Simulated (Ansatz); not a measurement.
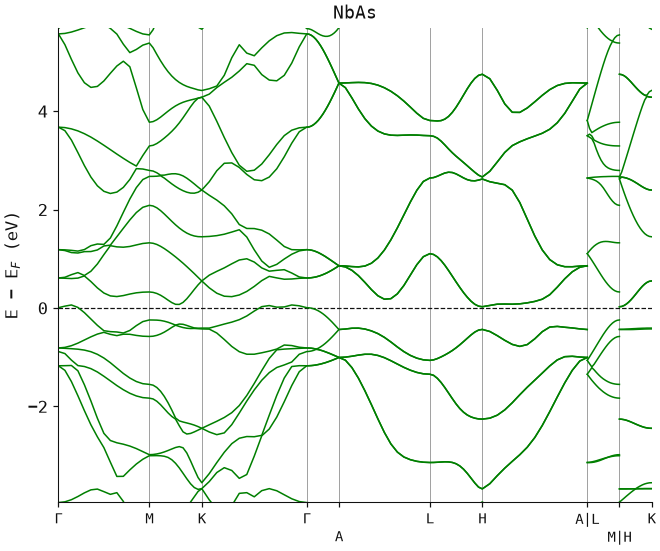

Band structure. Energies are counted from the Fermi level.

Which Bravais lattice do the labels of the path belong to?

A hexagonal (primitive) lattice: the path Γ–M–K–Γ–A–L–H–A|L–M|H–K runs through the special points of its Brillouin zone.

Calculation on NbAs, space group P6_3mc, 4 atoms in the cell.

Ansatz; DFT PBE, scalar-relativistic, plane waves, PAW, no spin polarisation, 15×15×6 k mesh, 420 eV cutoff, Gaussian smearing of 0.1 eV.

Does this material conduct, going by its bands?

A metal: bands cross the Fermi level along this path.

Which levels at A lie nearest to the Fermi level?

At A the nearest levels lie 0.44 eV below and 0.86 eV above the Fermi level.

The structure is an invented one, so it need not be a known or stable phase.
